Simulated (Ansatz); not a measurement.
Geometry relaxation of HfC₄₇ (part 2 of 3)

Continued. System: HfC₄₇ (defect cell, 48 atoms in the cell). Method: DFT PBE, scalar-relativistic, plane waves, PAW, spin-polarised (Ansatz 0.2.0); cutoff 420 eV, 2×2×2 k-mesh, Gaussian smearing of 0.05 eV, collinear spins. The structure derives from an entry of the Crystallography Open Database.

Output, continued:
```
SCF iter   1: F=—  HF=-27509.326918 eV  |F-HF|=—  |Δ(HF+E_count)|=         —  Δρ=1.64e-3 (↑1.59e-3 ↓1.64e-3)  dr2=3.36e-2  dr2_m=7.75e-5  M=0.000 μB ∫|m|=0.005 μB  β_m=0.65  ethr=1.85e-4  ⟨swp⟩=2.0  Hψ=4626  notcnv=0  defer=674
preconditioner: auto → Resta (q_TF=auto, 2.428 Å⁻¹)  ε∞=3.9  [insulator: Δε(μ)=0.260 eV  Ē_g=15.140 eV  σ=0.050 eV  W_gap=1.00  n_scr=102 (ndim 8)  ℏωp=25.7 eV  f_vac=0.036  D(μ)=0.01/eV (n_scr^D=0)  ε∞_Penn≈3.9]
spin=Collinear: Resta preconditioning applied to the charge; magnetization (m = ρ↑ − ρ↓) channel mixes plain (no charge-response kernel on spin).
SCF iter   2: F=—  HF=-27509.317623 eV  |F-HF|=—  |Δ(HF+E_count)|=   9.30e-3  Δρ=5.04e-4 (↑4.95e-4 ↓5.04e-4)  dr2=1.78e-3  dr2_m=1.58e-5  M=0.000 μB ∫|m|=0.003 μB  β_m=0.56  ethr=1.57e-5  ⟨swp⟩=2.0  Hψ=3558  notcnv=0  defer=674
SCF iter   3: F=—  HF=-27509.317377 eV  |F-HF|=—  |Δ(HF+E_count)|=   2.46e-4  Δρ=1.37e-4 (↑1.37e-4 ↓1.35e-4)  dr2=2.19e-4  dr2_m=2.42e-6  M=0.000 μB ∫|m|=0.001 μB  β_m=0.75  ethr=8.29e-7  ⟨swp⟩=2.1  Hψ=3465  notcnv=0  defer=674
SCF iter   4: F=—  HF=-27509.317379 eV  |F-HF|=—  |Δ(HF+E_count)|=   2.33e-6  Δρ=3.18e-5 (↑3.18e-5 ↓3.09e-5)  dr2=2.59e-5  dr2_m=1.10e-7  M=0.000 μB ∫|m|=0.000 μB  β_m=0.73  ethr=1.02e-7  ⟨swp⟩=2.2  Hψ=3590  notcnv=0  defer=674
SCF iter   5: F=—  HF=-27509.317378 eV  |F-HF|=—  |Δ(HF+E_count)|=   7.80e-7  Δρ=9.17e-6 (↑9.17e-6 ↓8.91e-6)  dr2=1.98e-6  dr2_m=8.73e-9  M=0.000 μB ∫|m|=0.000 μB  β_m=0.83  ethr=1.21e-8  ⟨swp⟩=2.0  Hψ=3753  notcnv=0  defer=674
SCF iter   6: F=—  HF=-27509.317380 eV  |F-HF|=—  |Δ(HF+E_count)|=   1.22e-6  Δρ=3.79e-6 (↑3.71e-6 ↓3.79e-6)  dr2=2.62e-7  dr2_m=2.63e-10  M=0.000 μB ∫|m|=0.000 μB  β_m=0.83  ethr=9.25e-10  ⟨swp⟩=2.0  Hψ=4105  notcnv=0  defer=674
SCF iter   7: F=-27509.317380 eV  HF=-27509.317380 eV  |F-HF|=1.51e-8  |Δ(HF+E_count)|=   1.43e-7  Δρ=1.23e-6 (↑1.23e-6 ↓1.16e-6)  dr2=2.15e-8  dr2_m=8.87e-11  M=0.000 μB ∫|m|=0.000 μB  ethr=4.67e-11  ⟨swp⟩=2.0  Hψ=8362  notcnv=0
the starting moments were not kept: the SCF closed with an absolute magnetisation of 1.9e-5 μB, where they sum to 2 μB in size (4 sites). That is at most 0.1 of that sum. Measured as dr2_m measures the in/out step, that magnetisation stands 1.4e-11 eV from none, at or under the dr2_threshold of 1.0e-7 eV: it is no larger than a step whose dr2_m would equal this threshold.
SCF 13 converged in 7 iterations: F = -27509.317380 eV  dr2 = 2.15e-8
relax step  13: F+E_penalty+E_count = -27509.31737979 eV  Δ(F+E_penalty+E_count) = -1.363e-3 eV  max|allowed force component| = 4.930e-2 eV/Å  Δτ_max = 0.0179 Å  (7 SCF iters, accepted)
```

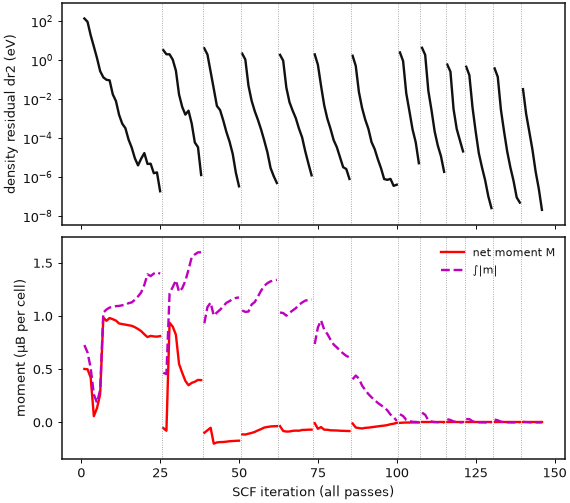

*Convergence of the self-consistent field: density residual dr2 and magnetic moment against the SCF iteration. The dotted lines part the SCF passes of the relaxation: geometry steps, rejected trials and re-solves on a re-selected basis.*

The 13 passes take 6 to 25 iterations each, 146 in all. The net moment goes from 0.5 to 0.0 μB per cell, and ∫|m| falls to zero.

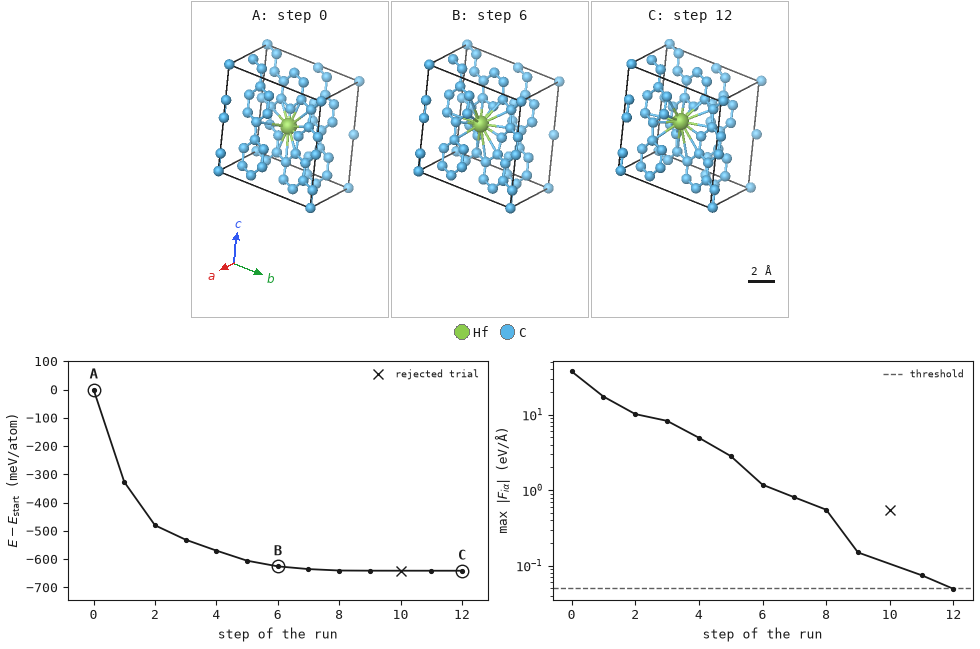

*Frames of the relaxation (ball-and-stick view of the cell of the calculation (origin shifted), seen slightly off an axis) above the curves, on which the letters mark them (the first geometry is step 0 here and step 1 in the log).*

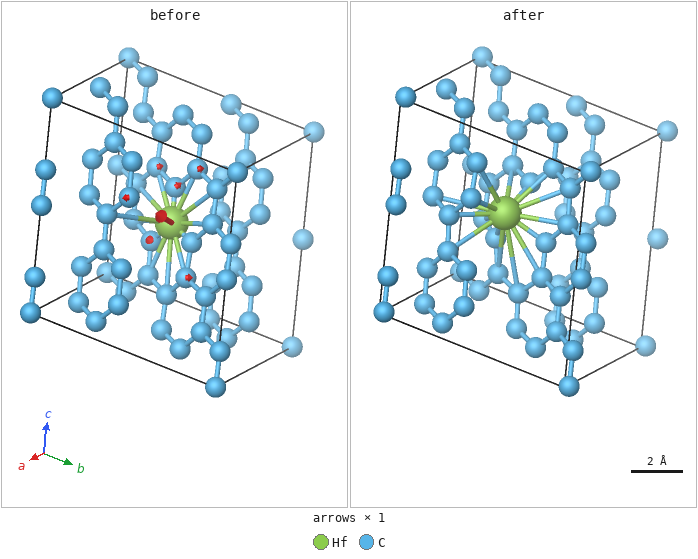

*Before (left) and after (right) the relaxation, at one scale (ball-and-stick view of the cell of the calculation (origin shifted), seen slightly off an axis). The red arrows give the displacements, at true length.*

Over 12 geometry steps the energy falls by 641 meV per atom. Largest force component: 37 eV/Å at the start, 0.049 eV/Å at the end. The line search rejected the trial step at point 10 (counted from 0) and went back. The largest move is that of Hf1, 1.35 Å. Largest moves by element: Hf 1.35 Å, C 0.35 Å. The lattice vectors keep their values. Distances before and after: Hf1–C24 4.156 → 2.884 Å, Hf1–C21 4.170 → 2.903 Å, Hf1–C48 3.612 → 2.419 Å, Hf1–C14 3.357 → 2.414 Å. New bonds form: Hf1–C14 (3.36 → 2.41 Å), Hf1–C21 (4.17 → 2.90 Å), Hf1–C24 (4.16 → 2.88 Å), Hf1–C48 (3.61 → 2.42 Å). Among the angles that change: Hf1–C34–C8 174.9° → 147.4°, Hf1–C26–C2 177.7° → 157.6°, Hf1–C36–C10 119.0° → 100.0°. (Atoms are counted from 1 in the order of the input.)

```
SCF converged after 7 iterations
Magnetization: 0.0000 μB (107.0000 up, 107.0000 down)
Absolute magnetization: 0.0000 μB (∫|ρ↑−ρ↓|, with the PAW one-centre terms)
Spin contamination: 0.0000 ħ² per cell (⟨S²⟩ above its minimum at these occupations)
Per-site moments (μB) at R_I (Å): [(-2.2619564808732874e-7, 0.828921653022273), (-1.495825739565612e-7, 0.579897940120957), (-5.902248777881104e-7, 0.5827332016118362), (-1.9031007649146755e-7, 0.5731478176020899), (-2.4619611642507413e-7, 0.5807087919742873), (-5.101461200890265e-7, 0.5828090896389275), (-1.9705708102342831e-7, 0.580140123498377), (-3.1874611964736057e-7, 0.5851355630584193), (-2.518172076747248e-7, 0.580741294922359), (-3.5632827159674285e-7, 0.579522689849893), (-2.1796924660137844e-7, 0.5795041316013899), (-3.875821221470204e-7, 0.5733671777921397), (-4.8376881549799255e-8, 0.5857300830497496), (-8.877946932313073e-8, 0.5918284508380511), (2.5020893658047962e-9, 0.5861597675801578), (-8.225847301788412e-9, 0.5853670993368092), (-1.945720887349504e-10, 0.5857667437577303), (2.875856858436421e-8, 0.5858888472041281), (-2.8929209240050865e-8, 0.5849659899043281), (-2.9789914223992165e-8, 0.5862163284812393), (5.0841897448957396e-8, 0.5892562342068701), (3.167866158374374e-8, 0.5857429424156422), (-9.115618917389306e-9, 0.5857702439769212), (2.67891609681629e-8, 0.589313829171992), (1.585083204753451e-7, 0.5731478176020899), (3.185301224997845e-7, 0.579897940120957), (6.607093078385212e-7, 0.5827332016118362), (1.3558880282683363e-7, 0.5807087919742873), (3.606640127161651e-7, 0.5848863313685815), (2.0841503198018656e-7, 0.580140123498377), (2.653545248934619e-7, 0.5823812184755732), (3.554618756934744e-7, 0.5847855825449151), (2.2927577223542824e-7, 0.580741294922359), (2.4338429598777813e-7, 0.5851355630584193), (1.846520785393507e-7, 0.5825312241046764), (4.1214585865014237e-7, 0.5733671777921397), (4.6566356858852084e-8, 0.5857300830497496), (9.193678321507244e-8, 0.5887810695337818), (9.47884947642144e-8, 0.5889480519399445), (6.584756940713568e-8, 0.5853670993368092), (2.212786051405225e-9, 0.5849659899043281), (-2.2483445505275118e-8, 0.5861597675801578), (1.1260610031644872e-8, 0.5858888472041281), (3.867740733914077e-8, 0.5857667437577303), (4.6851314008867404e-8, 0.5862163284812393), (2.976780209395891e-8, 0.5857429424156422), (-5.931988039259096e-9, 0.5857702439769212), (8.127019073802533e-9, 0.5916644064932739)]
Free energy (F): -27509.317380 eV
Harris-Foulkes:  -27509.317380 eV  (|F-HF|=1.51e-8)
Internal energy: -27509.317369 eV  (E = F + TS)
E sigma→0 (E₀):  -27509.317374 eV
Entropy (-TS):   -0.000011 eV (-0.000 meV/atom)
Fermi energy:    7.672563 eV
--- Per-component energies (eV) ---
  E_band       = -507.071748
  E_kinetic    = 4713.902287
  E_local      = -15319.138626  (includes V_loc(G=0)·N_el)
  E_nonlocal   = 42.061380
  E_hartree    = 6012.494555
  E_xc         = -2561.949901
  E_vxc        = -3067.465227  (∫ρ·V_xc dr)
  E_paw        = -11598.805737  (= ΣΔE_a)
  E_vpaw       = 1098.578582  (= ΣTr[D̂ρ^β])
  E_aug_tail   = 0.000340  (compensation charges beyond the density's cutoff)
  E_ewald      = -8797.881666
  E_smearing   = -0.000011  (= −TS)
  E_closure    = 0.000000  (closes the sum)
  Σ components = -27509.317380   (vs F -27509.317380, Δ=0.00e0)
--- Forces (eV/Å), atoms counted from 1 ---
  atom   1  Hf    -0.02459011     0.01874709    -0.02920378
  atom   2  C     -0.01251122     0.00228433     0.02268234
  atom   3  C     -0.01196704    -0.01402962    -0.01390452
  atom   4  C      0.00471570    -0.00265697     0.00862919
  atom   5  C     -0.01299107     0.00301151     0.01795833
  atom   6  C      0.00371936    -0.00303512     0.01131496
  atom   7  C      0.01597366     0.00183302    -0.00674154
  atom   8  C      0.00454605    -0.01143601    -0.02368506
  atom   9  C      0.01580292     0.00821166     0.00716808
  atom  10  C      0.00244447    -0.01168857     0.03103567
  atom  11  C     -0.00906529    -0.01012040     0.01353082
  atom  12  C     -0.00248476     0.01320862    -0.04929279
  atom  13  C      0.01277239     0.00192393     0.00866449
  atom  14  C      0.01030889     0.00963486     0.00164549
  atom  15  C     -0.01946518     0.01067869    -0.00824363
  atom  16  C     -0.00274108     0.00512343     0.01395344
  atom  17  C     -0.00136028     0.01146389    -0.00336338
  atom  18  C      0.00310672     0.00060238    -0.00014265
  atom  19  C      0.00138618    -0.00076479    -0.01304544
  atom  20  C     -0.01177859     0.00209328    -0.01718732
  atom  21  C     -0.02459863    -0.01134683    -0.02669893
  atom  22  C      0.00606172    -0.00290296     0.00316627
  atom  23  C      0.01470272     0.00422057     0.01427363
  atom  24  C      0.01237174     0.01150517    -0.04103673
  atom  25  C      0.02786551     0.01475716     0.01751312
  atom  26  C      0.01782511    -0.00831301    -0.00090635
  atom  27  C      0.00180984    -0.01832476    -0.01039418
  atom  28  C      0.00942567     0.00209916    -0.00550520
  atom  29  C      0.01548428     0.00209274     0.00786204
  atom  30  C     -0.01234027     0.00325968    -0.01600862
  atom  31  C     -0.00535990     0.00204406    -0.02066080
  atom  32  C     -0.02029751     0.00328428    -0.01309497
  atom  33  C     -0.00538503     0.00019674     0.03162058
  atom  34  C      0.00377011     0.00816784    -0.00600385
  atom  35  C      0.00345218    -0.00570855     0.00443206
  atom  36  C     -0.00675981     0.01520470     0.00815956
  atom  37  C     -0.01708315    -0.00688226     0.00310834
  atom  38  C     -0.01805430    -0.00491997     0.00316153
  atom  39  C      0.01147484    -0.02110304     0.00903693
  atom  40  C     -0.00496872    -0.00538217    -0.02021270
  atom  41  C      0.00132270    -0.00198009     0.01073434
  atom  42  C      0.00495493     0.00384007     0.01099686
  atom  43  C     -0.00148856    -0.00000125     0.01974241
  atom  44  C      0.00786528    -0.00417916     0.00221582
  atom  45  C      0.00981895    -0.00464844     0.02601049
  atom  46  C     -0.00561256    -0.00628277     0.00485130
  atom  47  C     -0.01048933    -0.00084692    -0.01963723
  atom  48  C      0.01838882    -0.00291755     0.03162903
  max |Σ_I F_I| component: 1.27e-4 eV/Å
--- Relaxed structure (13 steps of the walk, 12 accepted, 0 SCFs on fresh bases) ---
  F+E_penalty+E_count = -27509.31737979 eV   max|allowed force component| = 4.930e-2 eV/Å
  atoms:
    - { symbol: Hf, position: [0.15788457059349537, -0.03142992011346091, 0.06242465850298115] }
    - { symbol: C, position: [0.5099336742072696, 0.532663875407661, 0.016385203166750295] }
    - { symbol: C, position: [0.6852005099381087, 0.684261257486702, 0.8470775832737463] }
    - { symbol: C, position: [0.1767202836382168, 0.2027814116128226, 0.8466879232067295] }
    - { symbol: C, position: [0.3399476409361296, 0.3687733401279486, 0.6833357914294439] }
    - { symbol: C, position: [0.8502754468433497, 0.8498078144807951, 0.68197365762004] }
    - { symbol: C, position: [0.005551763083994266, 0.032815019372451994, 0.5185472511625879] }
    - { symbol: C, position: [0.5093322372018171, 0.5260932993969943, 0.5149284447384836] }
    - { symbol: C, position: [0.6721446749982464, 0.7001810680486532, 0.3515912011893302] }
    - { symbol: C, position: [0.1683288683089384, 0.2020931073537453, 0.3537727126219503] }
    - { symbol: C, position: [0.3414111796338897, 0.3716859509996823, 0.18237262888492262] }
    - { symbol: C, position: [0.8352021984156109, 0.8637947486529113, 0.18686596356952206] }
    - { symbol: C, position: [0.7286063209519902, 0.22779773150971455, -0.019030268375109655] }
    - { symbol: C, position: [0.24140762858223272, 0.7127611959653085, -0.019874642961893924] }
    - { symbol: C, position: [0.39829139647860645, 0.8914984892037948, 0.813451133327489] }
    - { symbol: C, position: [0.8962295823225237, 0.39131847050652446, 0.813662906490485] }
    - { symbol: C, position: [0.062439771468882826, 0.5593645334941112, 0.6466602813945266] }
    - { symbol: C, position: [0.5609503356503958, 0.0623733065867102, 0.6475792808238167] }
    - { symbol: C, position: [0.7292224632408579, 0.22811018938447108, 0.48136814229475244] }
    - { symbol: C, position: [0.22692521782687408, 0.7296513858999798, 0.48111866768276973] }
    - { symbol: C, position: [0.4004612610744309, 0.8894165763628319, 0.31525377947410244] }
    - { symbol: C, position: [0.8928585684194457, 0.396516482086525, 0.31429333882245125] }
    - { symbol: C, position: [0.06320791648530041, 0.557781423746414, 0.14764441860316696] }
    - { symbol: C, position: [0.5683194531890723, 0.05650287642552859, 0.14773705206870297] }
    - { symbol: C, position: [0.18786173036066228, 0.20874416016092162, 0.013131369182753469] }
    - { symbol: C, position: [0.6789148614522902, 0.6917863679097866, 0.01625983599382902] }
    - { symbol: C, position: [0.8635955059234105, 0.8240577105348709, 0.8409656589899385] }
    - { symbol: C, position: [0.34146818970702447, 0.36960621865889237, 0.8484507643202669] }
    - { symbol: C, position: [0.5101183689359716, 0.5281692613550999, 0.6819243933248339] }
    - { symbol: C, position: [1.011943072985234, 0.026195970117686873, 0.6825352652038459] }
    - { symbol: C, position: [0.17068580155520433, 0.2041593110784294, 0.5204207354206956] }
    - { symbol: C, position: [0.6757393583527395, 0.6939062433441449, 0.5164176220277709] }
    - { symbol: C, position: [0.8360087000139138, 0.8665212559119031, 0.35274519958588213] }
    - { symbol: C, position: [0.33984845225854254, 0.36418994516514847, 0.34927057404824] }
    - { symbol: C, position: [0.5085622629850749, 0.5377522908391973, 0.1845807326513844] }
    - { symbol: C, position: [1.0033146797662988, 0.02872134652664865, 0.19537793286124894] }
    - { symbol: C, position: [0.5654028912917055, 0.058893334723255586, -0.019355254477589817] }
    - { symbol: C, position: [0.06658536562482667, 0.5537145167474226, -0.019318591059759] }
    - { symbol: C, position: [0.2342659353134871, 0.7214431041491158, 0.8130780079120349] }
    - { symbol: C, position: [0.7280384684684639, 0.22840956680131208, 0.8141568101962509] }
    - { symbol: C, position: [0.8956424001221436, 0.3931039125207004, 0.6471272761128596] }
    - { symbol: C, position: [0.394446189876669, 0.8951959316065087, 0.6474470165443137] }
    - { symbol: C, position: [0.5631001523728023, 0.06099727581414166, 0.4817983196860031] }
    - { symbol: C, position: [0.059524752066849373, 0.5632779158639558, 0.4810351885839764] }
    - { symbol: C, position: [0.22987656939426296, 0.7259619750577967, 0.31492697226293764] }
    - { symbol: C, position: [0.7295583951868255, 0.22838462453276775, 0.3146859726884112] }
    - { symbol: C, position: [0.8940028114058655, 0.3950376025838954, 0.14746632986873975] }
    - { symbol: C, position: [0.41031032569005277, 0.8810312204975767, 0.1486119065593854] }
--- Löwdin populations: 48 sites ---
  site symbol       q [e]    m [muB]
     0     Hf     24.9814    -0.0000
     1      C      3.9635    -0.0000
     2      C      3.9608    -0.0000
     3      C      3.9602    -0.0000
     4      C      3.9580    -0.0000
     5      C      3.9599    -0.0000
     6      C      3.9624    -0.0000
     7      C      3.9601    -0.0000
     8      C      3.9579    -0.0000
     9      C      3.9797    -0.0000
    10      C      3.9810    -0.0000
    11      C      3.9617    -0.0000
    12      C      3.9620    -0.0000
    13      C      4.0302    -0.0000
    14      C      3.9775     0.0000
    15      C      3.9629    -0.0000
    16      C      3.9631    -0.0000
    17      C      3.9618     0.0000
    18      C      3.9649    -0.0000
    19      C      3.9677    -0.0000
    20      C      3.9924     0.0000
    21      C      3.9613     0.0000
    22      C      3.9761    -0.0000
    23      C      3.9921     0.0000
    24      C      4.1708     0.0000
    25      C      3.9878     0.0000
    26      C      4.1790     0.0000
    27      C      3.9682     0.0000
    28      C      3.9651     0.0000
    29      C      3.9822     0.0000
    30      C      3.9628     0.0000
    31      C      3.9651     0.0000
    32      C      3.9678     0.0000
    33      C      4.0185     0.0000
    34      C      3.9657     0.0000
    35      C      4.1722     0.0000
    36      C      3.9781     0.0000
    37      C      3.9958     0.0000
    38      C      3.9987     0.0000
    39      C      3.9654     0.0000
    40      C      3.9736     0.0000
    41      C      3.9726    -0.0000
    42      C      3.9799     0.0000
    43      C      3.9717     0.0000
    44      C      3.9843     0.0000
    45      C      3.9792     0.0000
    46      C      3.9676    -0.0000
    47      C      4.0431     0.0000
  spilling = 0.007412 (of n_electrons = 214.000000)
settings of this run that can trade accuracy for cost: output.eigenvalues: false. Do not mix this run's numbers with those of runs without the same settings; the input reference describes each key
```
